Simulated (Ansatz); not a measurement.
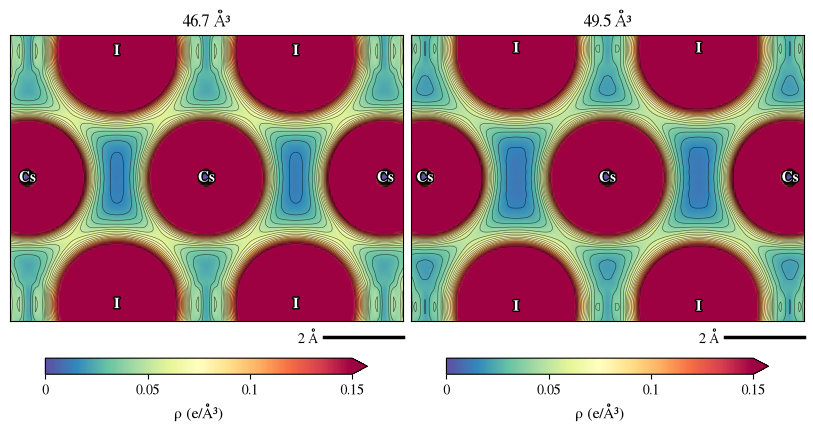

CsI. The valence electron density of cells scaled evenly to different volumes (given per atom above each panel), on the (011̄) plane of each (indices in the axes of the cell below), at one length scale and on one colour scale.

These are results of DFT, LDA, PAW with Ansatz's default frozen-core files, scalar-relativistic in Ansatz 0.2.0, not measurements.

The largest cell:

```
Cs I
1.0
     4.62680    0.00000    0.00000
     0.00000    4.62680    0.00000
     0.00000    0.00000    4.62680
Cs I
1 1
Direct
  0.00000 0.00000 0.00000
  0.50000 0.50000 0.50000
```

| volume (Å³/atom) | Cs–I contact in the plane (Å) | ρ at its midpoint (e/Å³) | pressure (GPa) | gap on the mesh (eV) | 
| --- | --- | --- | --- | --- |
| 46.67 | 3.928 | 0.060 | −1.2 | 3.62 | 
| 48.09 | 3.968 | ? | ? | ? | 
| 49.52 | 4.007 | 0.053 | −1.7 | 3.43 | 

> What values belong in the row with question marks?

Over the known rows ln ρ falls by 1.57 per Å of Cs–I distance (the line through the two), which gives 0.056 e/Å³ at 3.968 Å; the calculation gives 0.056 e/Å³. For the pressure, a straight line in volume between the neighbouring rows gives −1.4 GPa; the calculation gives −1.5. For the gap on the mesh, a straight line in volume between the neighbouring rows gives 3.53 eV; the calculation gives 3.52.
